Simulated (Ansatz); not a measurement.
Given this structure:

```xyz
4
Lattice="5.5786 0.0000 0.0000 0.0000 5.5786 0.0000 0.0000 0.0000 5.5786" Properties=species:S:1:pos:R:3 pbc="T T T"
Eu    0.0000    0.0000    0.0000
Eu    0.0000    2.7893    2.7893
Eu    2.7893    0.0000    2.7893
Eu    2.7893    2.7893    0.0000
```

What crystal do these data define?

Answer. The element is europium. Space group Fm-3m (No. 225), lattice face-centred cubic. The arrangement is known as face-centred cubic (Cu type). The cell holds four atoms. Around each Eu lie twelve Eu in a cuboctahedral arrangement at 3.94 Å. The bonds build a three-dimensional framework.

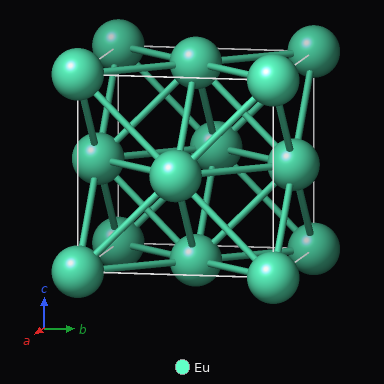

The image is a ball-and-stick drawing of a crystal, viewed slightly off an axis. The frame is the conventional unit cell; atoms at its boundary are shown with their periodic copies. Colours: europium green.

It goes back to a structure listed in the Materials Project. Earlier steps of the study may have refined or changed the cell and positions. It went into a calculation with Ansatz.
